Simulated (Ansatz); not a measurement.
**Ag(110) / 3 layers Pd(110) / Ag(110): resistance against film thickness**

How does the resistance across the layers grow with the film in Ag(110) / 3 layers Pd(110) / Ag(110)?

Main program and level: Ansatz 0.2.0; Ansatz plane-wave DFT, PBE, PAW files; ballistic transport by layer matching (Landauer), zero bias; PAW set soft_1.

**1. The starting structure**

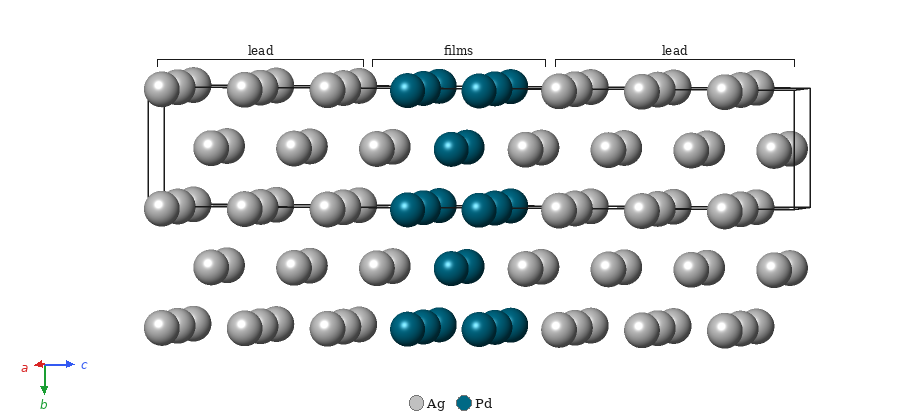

The starting structure, seen from the side, with the c axis across the page (silver light grey, palladium blue). 2×2×1 cells are drawn. Some periodic images of atoms are drawn too.

The cell holds 16 atoms: 13 Ag and 3 Pd. Its edges and angles: a = 2.889 Å, b = 4.086 Å, c = 22.520 Å, α = 90.0°, β = 90.0°, γ = 90.0°. It derives from Ag and Pd. Regions: lead, 13 atoms (13 Ag); films, 3 atoms (3 Pd). The structure is stacked along c, and the current runs across the ab planes.

Coordinates:

```cif
data_structure
_symmetry_space_group_name_H-M 'P 1'
_symmetry_Int_Tables_number 1
_cell_length_a 2.8894
_cell_length_b 4.0862
_cell_length_c 22.5197
_cell_angle_alpha 90.000
_cell_angle_beta 90.000
_cell_angle_gamma 90.000
_cell_volume 265.88
loop_
_atom_site_label
_atom_site_type_symbol
_atom_site_fract_x
_atom_site_fract_y
_atom_site_fract_z
_atom_site_occupancy
Ag1 Ag 0.00000 0.00000 0.03208 1
Ag2 Ag 0.50000 0.50000 0.09623 1
Ag3 Ag 0.00000 0.00000 0.16038 1
Ag4 Ag 0.50000 0.50000 0.22453 1
Ag5 Ag 0.00000 0.00000 0.28869 1
Ag6 Ag 0.50000 0.50000 0.35284 1
Pd7 Pd 0.00000 0.00000 0.41258 1
Pd8 Pd 0.50000 0.50000 0.46792 1
Pd9 Pd 0.00000 0.00000 0.52326 1
Ag10 Ag 0.50000 0.50000 0.58301 1
Ag11 Ag 0.00000 0.00000 0.64716 1
Ag12 Ag 0.50000 0.50000 0.71131 1
Ag13 Ag 0.00000 0.00000 0.77547 1
Ag14 Ag 0.50000 0.50000 0.83962 1
Ag15 Ag 0.00000 0.00000 0.90377 1
Ag16 Ag 0.50000 0.50000 0.96792 1
```

**2. With 3 layers**

The film is laid into the lead at the lead's in-plane lattice, and the cell closes on the lead's own image. The mesh across the current, 26×18, is finer than the density's, because channels open and close sharply across the zone. Energies from -1 to 1 eV in steps of 0.036 eV cover the slope of the Fermi function at 300 K, so the program can form a conductance.

The input, input.yaml:

```yaml
crystal:
  lattice:
    - [2.8893797293, 0.0, 0.0]
    - [0.0, 4.0862, 0.0]
    - [0.0, 0.0, 22.5196529193]
  atoms:
    - { symbol: Ag, position: [0.0, 0.0, 0.0320762018] }
    - { symbol: Ag, position: [0.5, 0.5, 0.0962286055] }
    - { symbol: Ag, position: [0.0, 0.0, 0.1603810092] }
    - { symbol: Ag, position: [0.5, 0.5, 0.2245334129] }
    - { symbol: Ag, position: [0.0, 0.0, 0.2886858165] }
    - { symbol: Ag, position: [0.5, 0.5, 0.3528382202] }
    - { symbol: Pd, position: [0.0, 0.0, 0.4125842141] }
    - { symbol: Pd, position: [0.5, 0.5, 0.4679237982] }
    - { symbol: Pd, position: [0.0, 0.0, 0.5232633823] }
    - { symbol: Ag, position: [0.5, 0.5, 0.5830093761] }
    - { symbol: Ag, position: [0.0, 0.0, 0.6471617798] }
    - { symbol: Ag, position: [0.5, 0.5, 0.7113141835] }
    - { symbol: Ag, position: [0.0, 0.0, 0.7754665871] }
    - { symbol: Ag, position: [0.5, 0.5, 0.8396189908] }
    - { symbol: Ag, position: [0.0, 0.0, 0.9037713945] }
    - { symbol: Ag, position: [0.5, 0.5, 0.9679237982] }
kpoints:
  mp_grid: { grid: [13, 9, 2] }
hamiltonian:
  xc: pbe
  pseudopotentials: { kind: paw, azcp: { folder: soft_1 } }
scf:
  occupations: { method: fermi_dirac, width: 0.1 }
output:
  transmission: { leads: [[0, 1]], kmesh: [26, 18], e_range: [-1.0, 1.0], de: 0.036 }
  write_potential: true
  write_density: true
  volumetric_format: npy
  elf: true
```

Command:

```
> ansatz run input.yaml --threads 4 --pin off --max-ram 8192MiB --backend cpu --events-out ev --progress --plain --runs-dir out
```

Numbers of over 12 decimals in the logs are rounded to 6 here.

Output:

```text
Engine: ansatz 0.2.0, aarch64-unknown-linux-gnu
Pseudopotentials: kind: paw
Pseudopotential: Ag, paw, valence charge 19, recommended cutoff 420 eV (normal), soft_1/Ag.paw.azcp
Pseudopotential: Pd, paw, valence charge 18, recommended cutoff 420 eV (normal), soft_1/Pd.paw.azcp
Functional definition: PBE
  parameter kappa = 0.804
  parameter beta = 0.066725
  exchange = pbe_x(kappa = kappa, mu = beta*pi^2/3)
  correlation = pbe_c(beta = beta)
Crystal: 16 atoms, lattice volume = 265.880 Å³
Basis set: ecut = 420 eV, 5187 PW (Γ)
Bands: 181, of which v1, the nominal top of the filled ones, is band 151 counted from 1 (150 counted from 0)
Symmetry: 8 space group operations
Space group: Pmmm (ITA 47), of the structure as read, at distance tolerance 6.4e-5 Å
k-points: 70 of 234
Non-local potential: Ag, projectors of the file, l = 0: 3, l = 1: 2, l = 2: 2, l = 3: 1
Non-local potential: Pd, projectors of the file, l = 0: 2, l = 1: 2, l = 2: 2, l = 3: 1
PAW form: soft (Blöchl's): semilocal exchange-correlation on the pseudo side does not see the compensation charge
PAW one-centre angular grid: Ag, 590 points (default); XC on 64 Gauss nodes
PAW one-centre angular grid: Pd, 590 points (default); XC on 64 Gauss nodes
Initial density: superposition of atomic densities (chi_scale 0.1, normalization cell, long waves of neutral atoms (reshape's long-wave potential 7.08 eV rms, cloud 2.84 Å wide))
Initial wavefunctions: pseudopotential atomic-orbital guess
Functional: x = pbe(κ = 0.804, μ = 0.219515), c = pbe(β = 0.066725)
SCF iter   1: F=—  HF=-119623.841403 eV  |F-HF|=—  |Δ(HF+E_count)|=         —  Δρ=2.32e-1  dr2=1.26e3  ethr=3.10e-3  ⟨swp⟩=4.6  Hψ=38029  notcnv=0  defer=414
preconditioner: auto → Kerker (q_TF=auto, 2.785 Å⁻¹)  [metal: Δε(μ)=0.011 eV  Ē_g=10.470 eV  σ=0.100 eV  W_gap=0.03  n_scr=98 (ndim 8)  ℏωp=30.0 eV  f_vac=0.000  D(μ)=8.46/eV (n_scr^D=56)]
SCF iter   2: F=—  HF=-119602.753286 eV  |F-HF|=—  |Δ(HF+E_count)|=    2.11e1  Δρ=1.05e-1  dr2=3.42e2  ethr=3.10e-3  ⟨swp⟩=2.2  Hψ=25414  notcnv=0  defer=1026
SCF iter   3: F=—  HF=-119596.993370 eV  |F-HF|=—  |Δ(HF+E_count)|=    5.76e0  Δρ=2.42e-2  dr2=2.32e0  ethr=3.10e-3  ⟨swp⟩=2.1  Hψ=18057  notcnv=0  defer=1165
SCF iter   4: F=—  HF=-119596.764379 eV  |F-HF|=—  |Δ(HF+E_count)|=   2.29e-1  Δρ=2.03e-2  dr2=7.22e0  ethr=7.71e-4  ⟨swp⟩=2.1  Hψ=25091  notcnv=0  defer=1278  recentre
SCF iter   5: F=—  HF=-119596.607654 eV  |F-HF|=—  |Δ(HF+E_count)|=   1.57e-1  Δρ=3.64e-3  dr2=4.77e-1  ethr=7.71e-4  ⟨swp⟩=2.0  Hψ=12080  notcnv=0  defer=1278
SCF iter   6: F=—  HF=-119596.590948 eV  |F-HF|=—  |Δ(HF+E_count)|=   1.67e-2  Δρ=1.64e-3  dr2=2.33e-2  ethr=1.59e-4  ⟨swp⟩=1.0  Hψ=14630  notcnv=0  defer=1271
SCF iter   7: F=—  HF=-119596.588429 eV  |F-HF|=—  |Δ(HF+E_count)|=   2.52e-3  Δρ=4.80e-4  dr2=4.22e-3  ethr=7.72e-6  ⟨swp⟩=2.2  Hψ=17247  notcnv=0  defer=1271
SCF iter   8: F=—  HF=-119596.588243 eV  |F-HF|=—  |Δ(HF+E_count)|=   1.87e-4  Δρ=1.51e-4  dr2=1.65e-3  ethr=1.40e-6  ⟨swp⟩=1.0  Hψ=11373  notcnv=0  defer=1271
SCF iter   9: F=—  HF=-119596.588196 eV  |F-HF|=—  |Δ(HF+E_count)|=   4.68e-5  Δρ=6.14e-5  dr2=2.48e-4  ethr=5.47e-7  ⟨swp⟩=1.0  Hψ=11373  notcnv=0  defer=1271
SCF iter  10: F=—  HF=-119596.588205 eV  |F-HF|=—  |Δ(HF+E_count)|=   8.96e-6  Δρ=3.58e-5  dr2=2.78e-5  ethr=8.24e-8  ⟨swp⟩=1.0  Hψ=11380  notcnv=0  defer=1271
SCF iter  11: F=—  HF=-119596.588208 eV  |F-HF|=—  |Δ(HF+E_count)|=   2.99e-6  Δρ=1.72e-5  dr2=7.60e-6  ethr=9.23e-9  ⟨swp⟩=1.1  Hψ=11423  notcnv=0  defer=1271
SCF iter  12: F=—  HF=-119596.588207 eV  |F-HF|=—  |Δ(HF+E_count)|=   2.01e-7  Δρ=6.06e-6  dr2=6.32e-7  ethr=2.52e-9  ⟨swp⟩=1.0  Hψ=11395  notcnv=0  defer=1271
SCF iter  13: F=-119596.588207 eV  HF=-119596.588207 eV  |F-HF|=4.19e-8  |Δ(HF+E_count)|=   4.30e-8  Δρ=1.95e-6  dr2=4.61e-8  ethr=3.32e-11  ⟨swp⟩=9.4  Hψ=47407  notcnv=0
SCF 1 converged in 13 iterations: F = -119596.588207 eV  dr2 = 4.61e-8
  greatest PAW one-centre occupation: 1.001 electrons in one spin orbital (limit 2), on the Ag atom at site 9 (counted from 0), in its partial waves of l = 0
transmission: 434 of 4340 steps passed
transmission: 868 of 4340 steps passed
[...]
transmission: 4340 of 4340 steps passed
SCF converged after 13 iterations
Free energy (F): -119596.588207 eV
Harris-Foulkes:  -119596.588207 eV  (|F-HF|=4.19e-8)
Internal energy: -119596.380179 eV  (E = F + TS)
E sigma→0 (E₀):  -119596.484193 eV
Entropy (-TS):   -0.208028 eV (-13.002 meV/atom)
Fermi energy:    17.615053 eV
--- Per-component energies (eV) ---
  E_band       = -3494.237666
  E_kinetic    = 7432.263367
  E_local      = -33066.797756  (includes V_loc(G=0)·N_el)
  E_nonlocal   = 1525.093407
  E_hartree    = 15771.704347
  E_xc         = -2486.363175
  E_vxc        = -3147.015053  (∫ρ·V_xc dr)
  E_paw        = -62852.731736  (= ΣΔE_a)
  E_vpaw       = -7781.194406  (= ΣTr[D̂ρ^β])
  E_aug_tail   = 0.005541  (compensation charges beyond the density's cutoff)
  E_ewald      = -45919.554174
  E_smearing   = -0.208028  (= −TS)
  E_closure    = -0.000000  (closes the sum)
  Σ components = -119596.588207   (vs F -119596.588207, Δ=0.00e0)
--- Band table (eV; the first three rows and the last of 70) ---
  k-point 0: bands = [... 147 lower, 16.5004, 16.6360, 17.0625, 17.6654, 17.8219, 18.0006, 19.3066, 20.2489, ... 26 higher]
  k-point 1: bands = [... 147 lower, 16.6360, 16.7844, 16.8269, 17.0625, 17.6654, 19.1218, 19.3241, 19.4681, ... 26 higher]
  k-point 2: bands = [... 147 lower, 16.3838, 16.7079, 17.1205, 17.5929, 17.8164, 17.9953, 18.5301, 19.4118, ... 26 higher]
  k-point 69: bands = [... 147 lower, 18.0297, 18.7861, 18.8504, 19.4223, 19.4667, 20.4955, 20.5854, 21.2178, ... 26 higher]
--- Transmission ---
  basis      : 101 plane waves across, 31 finite elements along
  points     : 140, standing for a mesh of 26 x 18
  filling    : by the input's occupations and mesh, since the crystals that have channels conduct as metals do. If one of these is a semiconductor, that mesh has misplaced its level
  energies   : 56 from -1.000000 to 0.980000 eV about the Fermi level, 0.036000 eV apart; the leads are filled to 0.000000 eV, and channels, transmission and decay are at 0.008000 eV
  crystal 0  : Ag1, at the sites [0, 1], period 1.4447 Å, over 18.78 Å; its Hamiltonian steps by up to 1.8 meV
    offset         : up to 0.0000 Å between an atom of the period and one for which it stands
    filled         : 19.1 meV over the level at which it is neutral
    channels       : 1.382479e0 a spin
    conductance    : 9.0577e14 S/m² at 300 K; may be off by some 0.0 % by where its bands' edges are placed, 4.8 % from the k-mesh, 0.2 % from the distance to neutral
    slowest decay  : 0.0691 /Å at (0.0769, 0.5000)
  junction   : crystal 0 to crystal 0, -0.70 to 20.38 Å
    transmission   : 8.544614e-1 a spin
    conductance    : 5.5750e14 S/m² at 300 K (5.5830e14 on every other point, 5.5763e14 on every other energy)
    error estimate : 0.0 % from the energy spacing and 0.0 % from band edges of the leads and from resonances (wavevectors taken as independent; lower de), 5.2 % from the k-mesh, 0.4 % from the steps of its leads' Hamiltonians or their offsets (lay more layers), 1.5 % from the distance to neutral
    resistance     : 6.8971e-4 Ω µm² beyond half of each lead's own
```

It took 9.9 min on 4 threads of Arm Neoverse V1, shared host; peak memory 2.6 GiB; 37 min of CPU time.

The column dr2 measures how far the density is from self-consistency, as an energy; F and HF (Harris–Foulkes) agree once it is small.

This step gave:

| Quantity | Value |
| --- | --- |
| free energy | -119596.5882 eV |
| energy at zero smearing | -119596.4842 eV |
| Fermi energy | 17.62 eV |
| cell area | 11.81 Å² |
| step of the lead's potential | 1.8 meV |
| ballistic conductance of the lead | 9.06e14 S/m² |
| estimated errors of the lead's conductance | 0, 4.8, 0.2 % (band edges, k-mesh, distance from neutral) |
| lead conductance per cell | 1.380 G₀ |
| conductance of the junction | 5.58e14 S/m² |
| junction conductance per cell | 0.8495 G₀ |
| estimated errors of the junction's conductance | 0, 0, 5.2, 0.4, 1.5 % (energy step, band edges, k-mesh, leads' steps, distance from neutral) |
| area resistance that the stack adds (contact term taken off, spin by spin) | 0.6897 fΩ m² |

Per spin. The transmission, zone mean by energy, zero at the Fermi level:

| energy (eV) | transmission, zone mean |
| --- | --- |
| -1.000 | 0.877 |
| -0.892 | 0.847 |
| -0.784 | 0.846 |
| -0.712 | 0.822 |
| -0.604 | 0.795 |
| -0.496 | 0.747 |
| -0.388 | 0.766 |
| -0.316 | 0.778 |
| -0.208 | 0.796 |
| -0.100 | 0.798 |
| 0.008 | 0.854 |
| 0.116 | 0.930 |
| 0.188 | 0.970 |
| 0.296 | 1.00 |
| 0.404 | 1.04 |
| 0.512 | 1.05 |
| 0.584 | 1.07 |
| 0.692 | 1.10 |
| 0.764 | 1.11 |
| 0.800 | 1.10 |
| 0.908 | 1.11 |

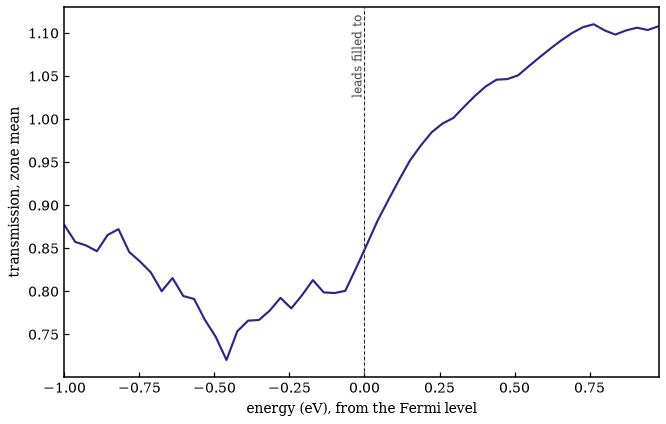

Transmission, zone mean, plotted against energy.

Per spin. The open channels, zone mean, lead by energy, zero at the Fermi level:

| energy (eV) | open channels, zone mean, lead |
| --- | --- |
| -1.000 | 1.18 |
| -0.892 | 1.18 |
| -0.784 | 1.23 |
| -0.640 | 1.24 |
| -0.532 | 1.31 |
| -0.424 | 1.37 |
| -0.316 | 1.37 |
| -0.172 | 1.35 |
| -0.064 | 1.37 |
| 0.008 | 1.38 |
| 0.044 | 1.39 |
| 0.152 | 1.40 |
| 0.296 | 1.43 |
| 0.404 | 1.45 |
| 0.512 | 1.42 |
| 0.620 | 1.42 |
| 0.764 | 1.46 |
| 0.872 | 1.43 |
| 0.980 | 1.43 |

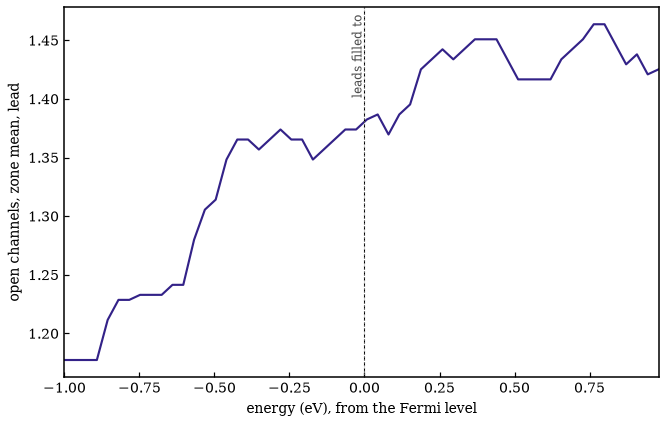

Open channels, zone mean, lead against energy.

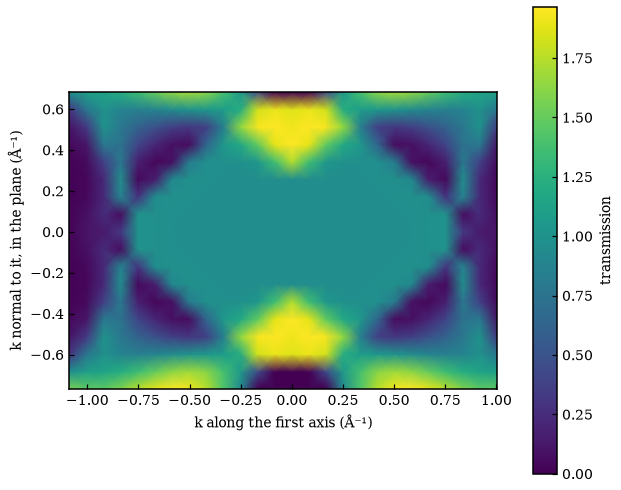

Transmission over k1 and k2. At 0.0080 eV from the Fermi level.

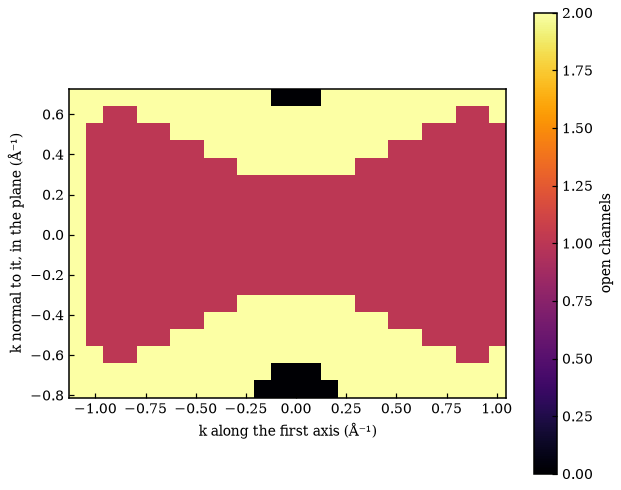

Open channels over k1 and k2. At 0.0080 eV from the Fermi level.

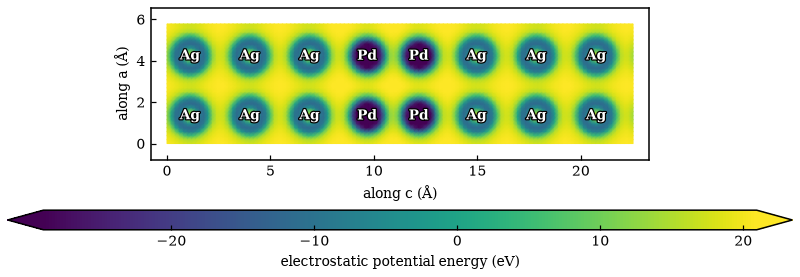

Electrostatic potential energy in the ca plane at fractional y = 0.000, with atoms of Ag and Pd within 0.2 Å of it. With pseudopotentials it is smooth inside the atoms' cores, unlike the true potential. The map starts off the cell's origin, so that atoms lie inside it.

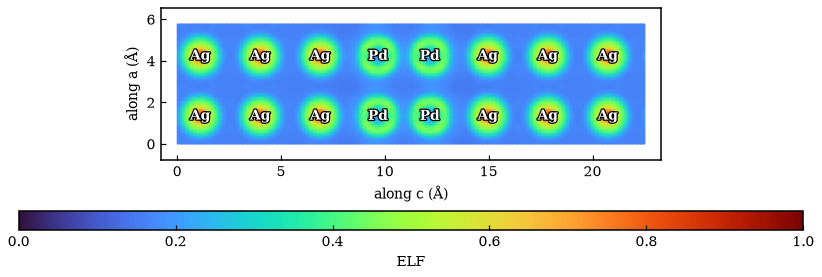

ELF in the ca plane at fractional y = 0.000, with atoms of Ag and Pd within 0.2 Å of it. It is the smooth field of the valence electrons, not physical close to the nuclei. The map starts off the cell's origin, so that atoms lie inside it.

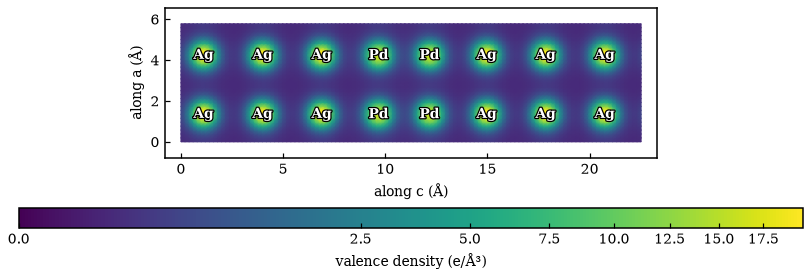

Valence density in the ca plane at fractional y = 0.000, with atoms of Ag and Pd within 0.2 Å of it. It is the smooth field of the valence electrons, not physical close to the nuclei. The map starts off the cell's origin, so that atoms lie inside it. The colour scale is stretched toward low values.

The lead's potential steps by 1.8 meV from period to period, small in itself. The program estimates the junction's conductance to 5.2 % from the k-mesh, 1.5 % from the leads' distance from neutral and 0.4 % from their steps.

By hand: 1/G − 1/G_lead = 1/0.5575 − 1/0.9058 = 0.690 fΩ m² with G in 10¹⁵ S/m².

[end of part 1 of 3]

[Logs are printed without paths, hosts, clocks, repeated set-up lines and the standing remarks that a program may print on its own settings, such as how far it seeks lower states.]

[Hosts, paths, dates, database ids (printed as entryN), source tags and the programs' standing remarks are cut or masked in the printed files.]
